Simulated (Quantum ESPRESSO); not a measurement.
## Geometry relaxation, with input and output: Al (part 2 of 2)

Continued. System: Al (P6₃/mmc, 2 atoms in the cell). Method: Kohn-Sham DFT of a periodic cell, PBEsol, GBRV 1.5 PBEsol, no spin polarisation (Quantum ESPRESSO 7.5); cutoff 612.26 eV, 11×11×6 k-mesh, fermi-dirac of 0.05 eV. The structure derives from a Materials Project entry.

Geometry of the input (Å; fractional positions):
```
2.8125  0.0000  0.0000
-1.4062  2.4357  0.0000
0.0000  0.0000  4.6722
Al 0.3333  0.6667  0.2500
Al 0.6667  0.3333  0.7500
```

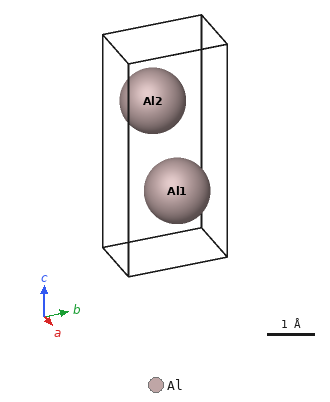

Fig. 1: The input geometry (spheres-only view of the cell of the calculation, seen slightly off an axis; atoms are numbered from 1 in the order of the input). An atom can appear more than once, as a periodic image.

## Log, continued
```
          k = 0.0000 0.2099 0.0000 (  1098 PWs)   bands (ev):

    -2.3935   4.1019   4.3242  12.7942  16.1991  17.3290  18.7746  19.0443

          k = 0.0000 0.2099 0.1003 (  1104 PWs)   bands (ev):

    -2.2062   2.2228   6.5273  12.9555  16.3575  16.7345  17.6851  19.3204

          k = 0.0000 0.2099 0.2007 (  1110 PWs)   bands (ev):

    -1.6454   0.5775   9.1350  13.3893  15.1312  15.6239  16.8329  18.7323

          k = 0.0000 0.2099-0.3010 (  1108 PWs)   bands (ev):

    -0.7153  -0.7153  11.9702  11.9702  14.4297  14.4297  17.6249  17.6249

          k = 0.0000 0.3149 0.0000 (  1106 PWs)   bands (ev):

    -1.3714   5.0665   5.2762   9.6332  15.1552  15.2817  15.6434  17.2378

          k = 0.0000 0.3149 0.1003 (  1106 PWs)   bands (ev):

    -1.1853   3.2075   7.4259   9.8304  13.7902  15.3144  16.5961  17.9871

          k = 0.0000 0.3149 0.2007 (  1098 PWs)   bands (ev):

    -0.6283   1.5777   9.7047  10.5939  12.3569  15.7922  15.9233  17.7040

          k = 0.0000 0.3149-0.3010 (  1106 PWs)   bands (ev):

     0.2951   0.2951  10.9439  10.9439  13.1888  13.1888  16.5888  16.5888

          k = 0.0000 0.4199 0.0000 (  1102 PWs)   bands (ev):

     0.0477   6.0626   6.4100   7.3192  12.8142  12.8853  14.4593  16.2737

          k = 0.0000 0.4199 0.1003 (  1095 PWs)   bands (ev):

     0.2318   4.5390   6.7892   8.9150  11.0743  14.6188  14.8133  16.5197

          k = 0.0000 0.4199 0.2007 (  1102 PWs)   bands (ev):

     0.7826   2.9567   7.3301   9.3735  11.5809  15.0976  16.0702  17.0138

          k = 0.0000 0.4199-0.3010 (  1100 PWs)   bands (ev):

     1.6947   1.6947   8.2031   8.2031  14.2595  14.2595  15.8958  15.8958

          k = 0.0000 0.5249 0.0000 (  1108 PWs)   bands (ev):

     1.8486   4.0022   8.0927   8.5143  10.3811  10.6367  14.1115  15.8296

          k = 0.0000 0.5249 0.1003 (  1101 PWs)   bands (ev):

     2.0291   4.1591   6.4392   8.4692  10.6853  12.6281  14.2711  16.0116

          k = 0.0000 0.5249 0.2007 (  1106 PWs)   bands (ev):

     2.5667   4.3724   5.1776   6.9477  13.1058  14.7501  14.8842  16.5192

          k = 0.0000 0.5249-0.3010 (  1096 PWs)   bands (ev):

     3.4403   3.4403   5.7461   5.7461  15.5038  15.5038  15.5488  15.5488

          k = 0.0909 0.1575 0.0000 (  1105 PWs)   bands (ev):

    -2.5988   3.9087   4.1282  14.5537  14.6581  19.9811  20.0550  20.2291

          k = 0.0909 0.1575 0.1003 (  1101 PWs)   bands (ev):

    -2.4112   2.0243   6.3388  14.6872  14.8156  18.2598  18.8481  18.8818

          k = 0.0909 0.1575 0.2007 (  1110 PWs)   bands (ev):

    -1.8497   0.3764   8.9589  14.5961  15.2698  15.6954  17.4321  17.4742

          k = 0.0909 0.1575-0.3010 (  1112 PWs)   bands (ev):

    -0.9183  -0.9183  11.8404  11.8404  15.7716  15.7716  16.6701  16.6701

          k = 0.0909 0.2624 0.0000 (  1101 PWs)   bands (ev):

    -1.7794   4.6811   4.9043  11.3035  13.3037  17.2378  17.3530  19.3000

          k = 0.0909 0.2624 0.1003 (  1101 PWs)   bands (ev):

    -1.5928   2.8155   7.0838  11.4737  13.4390  15.6036  17.4757  18.9447

          k = 0.0909 0.2624 0.2007 (  1107 PWs)   bands (ev):

    -1.0343   1.1789   9.6365  11.9755  13.6035  14.3236  15.8221  16.5219

          k = 0.0909 0.2624-0.3010 (  1108 PWs)   bands (ev):

    -0.1080  -0.1080  12.1313  12.1313  13.1578  13.1578  15.2221  15.2221

          k = 0.0909 0.3674 0.0000 (  1108 PWs)   bands (ev):

    -0.5587   5.8358   5.9689   8.3676  12.2940  14.3058  14.7354  18.5393

          k = 0.0909 0.3674 0.1003 (  1103 PWs)   bands (ev):

    -0.3736   3.9832   7.8667   8.7962  12.1331  13.0744  16.2088  17.1633

          k = 0.0909 0.3674 0.2007 (  1099 PWs)   bands (ev):

     0.1800   2.3704   8.8047  10.5571  11.2744  13.2522  15.1534  17.1037

          k = 0.0909 0.3674-0.3010 (  1096 PWs)   bands (ev):

     1.0975   1.0975   9.6933   9.6933  13.2828  13.2828  14.7087  14.7087

          k = 0.0909 0.4724 0.0000 (  1104 PWs)   bands (ev):

     1.0521   5.3035   7.3603   7.8331  11.2875  11.6743  12.7283  18.0676

          k = 0.0909 0.4724 0.1003 (  1099 PWs)   bands (ev):

     1.2346   5.1818   5.9969   9.4726  10.1578  12.1591  14.1149  16.3101

          k = 0.0909 0.4724 0.2007 (  1102 PWs)   bands (ev):

     1.7798   3.9085   6.2142   8.2625  12.0128  12.9674  14.6451  16.6724

          k = 0.0909 0.4724-0.3010 (  1094 PWs)   bands (ev):

     2.6797   2.6797   7.0640   7.0640  13.2060  13.2060  15.5971  15.5971

          k = 0.0909 0.5774 0.0000 (  1104 PWs)   bands (ev):

     2.9814   3.0864   8.8979   9.3136   9.7638   9.7993  12.1516  17.9076

          k = 0.0909 0.5774 0.1003 (  1105 PWs)   bands (ev):

     3.1584   3.2600   7.4773   7.6130  11.1733  11.7554  12.6721  16.0971

          k = 0.0909 0.5774 0.2007 (  1106 PWs)   bands (ev):

     3.6747   3.7651   5.9683   6.0573  12.1870  13.7096  14.5865  15.1557

          k = 0.0909 0.5774-0.3010 (  1098 PWs)   bands (ev):

     4.2891   4.2891   5.0984   5.0984  13.0857  13.0857  16.9662  16.9663

          k = 0.1818 0.3149 0.0000 (  1100 PWs)   bands (ev):

    -0.7614   5.6440   5.8288  10.0600  10.3018  15.6652  16.0937  16.9080

          k = 0.1818 0.3149 0.1003 (  1099 PWs)   bands (ev):

    -0.5761   3.7925   7.9475  10.2230  10.5010  14.3766  14.6496  18.3277

          k = 0.1818 0.3149 0.2007 (  1104 PWs)   bands (ev):

    -0.0216   2.1734  10.1481  10.6938  11.1759  12.8930  13.3654  17.0262

          k = 0.1818 0.3149-0.3010 (  1110 PWs)   bands (ev):

     0.8976   0.8976  11.2505  11.2505  11.7494  11.7494  14.2242  14.2242

          k = 0.1818 0.4199 0.0000 (  1094 PWs)   bands (ev):

     0.6516   6.6019   6.9842   7.7937   9.4824  13.2882  13.8183  15.7289

          k = 0.1818 0.4199 0.1003 (  1099 PWs)   bands (ev):

     0.8349   5.1077   7.3630   9.0785   9.8457  11.8688  13.7467  15.9862

          k = 0.1818 0.4199 0.2007 (  1094 PWs)   bands (ev):

     1.3828   3.5423   7.8930   9.6178  10.2758  11.7828  12.9117  17.8407

          k = 0.1818 0.4199-0.3010 (  1086 PWs)   bands (ev):

     2.2895   2.2895   8.7297   8.7297  10.9327  10.9327  15.2574  15.2574

          k = 0.1818 0.5249 0.0000 (  1096 PWs)   bands (ev):

     2.4443   4.5860   8.4201   8.6606   9.4628  10.9244  11.7157  15.2741

          k = 0.1818 0.5249 0.1003 (  1107 PWs)   bands (ev):

     2.6236   4.7399   6.9704   8.7394   9.3777  11.4119  13.0626  14.0472

          k = 0.1818 0.5249 0.2007 (  1092 PWs)   bands (ev):

     3.1570   4.9385   5.7609   7.4799   9.7252  11.6649  14.1301  16.0364

          k = 0.1818 0.5249-0.3010 (  1094 PWs)   bands (ev):

     4.0214   4.0214   6.3171   6.3171  10.5613  10.5613  16.7635  16.7635

          k = 0.2727 0.4724 0.0000 (  1106 PWs)   bands (ev):

     2.2476   6.3288   6.5983   8.4946   9.1703  12.2900  12.9545  13.5148

          k = 0.2727 0.4724 0.1003 (  1095 PWs)   bands (ev):

     2.4277   6.1586   6.7674   7.3265  10.3945  11.0527  11.9829  15.3825

          k = 0.2727 0.4724 0.2007 (  1095 PWs)   bands (ev):

     2.9649   5.0307   7.2587   7.3933   9.4671   9.5917  13.9141  17.5893

          k = 0.2727 0.4724-0.3010 (  1092 PWs)   bands (ev):

     3.8472   3.8472   7.8305   7.8305   8.6861   8.6861  16.6250  16.6250

          k = 0.2727 0.5774 0.0000 (  1102 PWs)   bands (ev):

     4.1578   4.2585   6.3112  10.0298  10.2997  10.7461  11.7173  12.9527

          k = 0.2727 0.5774 0.1003 (  1098 PWs)   bands (ev):

     4.3284   4.4299   6.4439   8.7393   8.8583  10.7226  13.2416  13.3280

          k = 0.2727 0.5774 0.2007 (  1090 PWs)   bands (ev):

     4.8202   4.9254   6.5881   7.2150   7.7742   9.3286  15.6304  15.7377

          k = 0.2727 0.5774-0.3010 (  1084 PWs)   bands (ev):

     5.3953   5.3953   6.2317   6.2317   8.1961   8.1961  17.8850  17.8850

     the Fermi energy is     8.1900 ev

!    total energy              =     -13.32550310 Ry
     estimated scf accuracy    <          4.9E-11 Ry
     smearing contrib. (-TS)   =      -0.00035210 Ry
     internal energy E=F+TS    =     -13.32515101 Ry

     The total energy is F=E-TS. E is the sum of the following terms:
     one-electron contribution =       6.11334668 Ry
     hartree contribution      =       0.01629849 Ry
     xc contribution           =      -8.53827882 Ry
     ewald contribution        =     -10.91651736 Ry

     convergence has been achieved in   7 iterations

     Forces acting on atoms (cartesian axes, Ry/au):

     atom    1 type  1   force =    -0.00000000    0.00000000    0.00000000
     atom    2 type  1   force =     0.00000000   -0.00000000    0.00000000

     Total force =     0.000000     Total SCF correction =     0.000000

     Computing stress (Cartesian axis) and pressure

          total   stress  (Ry/bohr**3)                   (kbar)     P=       15.57
   0.00012954  -0.00000000   0.00000000           19.06       -0.00        0.00
  -0.00000000   0.00012954   0.00000000           -0.00       19.06        0.00
   0.00000000  -0.00000000   0.00005845            0.00       -0.00        8.60

     BFGS Geometry Optimization
     Energy error            =      1.5E-54 Ry
     Gradient error          =      8.1E-28 Ry/Bohr

     bfgs converged in   1 scf cycles and   0 bfgs steps
     (criteria: energy <  1.0E-05 Ry, force <  4.0E-04 Ry/Bohr)

     End of BFGS Geometry Optimization

     Final energy             =     -13.3255031038 Ry
Begin final coordinates

ATOMIC_POSITIONS (alat)
Al              -0.0000000000        0.5773502695        0.4153111266
Al               0.5000000003        0.2886751347        1.2459333799
End final coordinates

=------------------------------------------------------------------------------=
   JOB DONE.
=------------------------------------------------------------------------------=
```

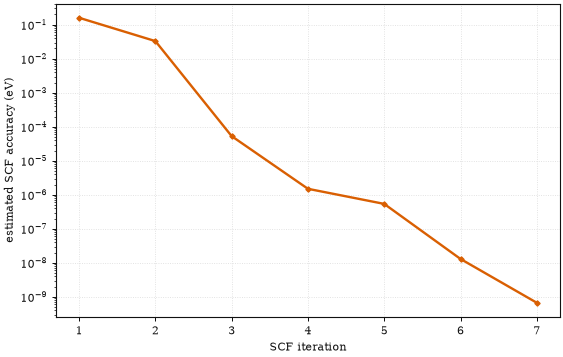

Fig. 2: Convergence of the self-consistent field: estimated SCF accuracy against the iteration. The field takes 7 iterations in all.

## Summary

- outcome: converged
- space group (tolerance 0.01 Å): P6₃/mmc (194)
- electrons treated: 6
- free energy: −181.3027 eV
- Fermi energy: 8.190 eV
- gap on the k-point mesh: none (metallic)
- pressure: 1.56 GPa
- final volume: 32.01 Å³
- largest force (length of the vector): under 0.001 eV/Å
- wall time: 3.8 s (CPU time 7.5 s)
- peak memory: 0.12 GiB
